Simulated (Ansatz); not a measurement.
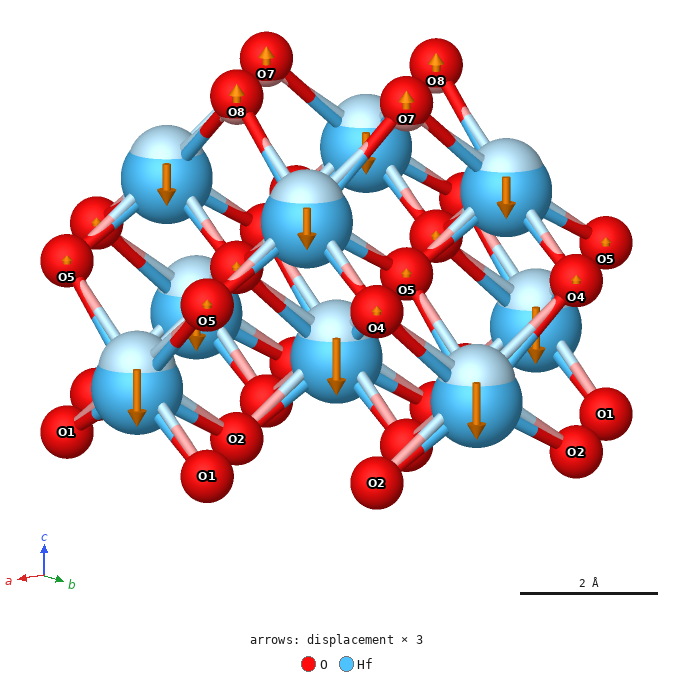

This is a relaxation of a slab of composition HfO$_{2}$ (cut from the Fm-3m phase). The starting structure is drawn faded, the final one solid; orange arrows show the displacements, magnified 3 times.

Style: ball-and-stick. Shown: the atoms within 4.2 Å of the atom that moves most (axes of the 2 × 2 repeat of the cell, outlined in the plane, without the vacuum), from a free direction.

Case: (1 0 0) slab, atoms relaxed. The slab is the (1 0 0) face of HfO2.

Theory: DFT r2SCAN, scalar-relativistic, plane waves, PAW in Ansatz 0.2.0. Set-up: plane-wave cutoff 500 eV; k-point mesh 8 × 8 × 1; occupations gaussian; smearing width 0.05 eV; no spin polarisation; dipole correction; atoms relaxed in a fixed cell; force threshold 0.02 eV/Å; at most 60 steps.

Q: Atoms of which element are displaced furthest, and by how much?

A: Hafnium: up to 0.29 Å, against 0.19 Å for oxygen.

Q: What did the optimiser do to the structure, and how much energy did it gain?

A: The atom that moves furthest relative to the layer's centre is a Hf atom (0.29 Å along the normal (−c)). By element the largest moves are Hf 0.29 Å, O 0.19 Å. The cell stays as it was. Among the contacts that change: Hf–O 2.190 → 2.396 Å, Hf–O 2.190 → 2.042 Å. Bond angles that change, for instance: Hf–O–Hf 109.5° → 96.6°, Hf–O–Hf 109.5° → 122.3°, Hf–O–Hf 109.5° → 121.1°. After 7 geometry steps the energy has fallen by 1.822 eV per cell of the calculation. The largest force component goes from 2.7 to 0.0093 eV/Å. Cost: 11 min on 2 threads of Arm Neoverse V2 (shared host), peak memory 1.8 GiB.
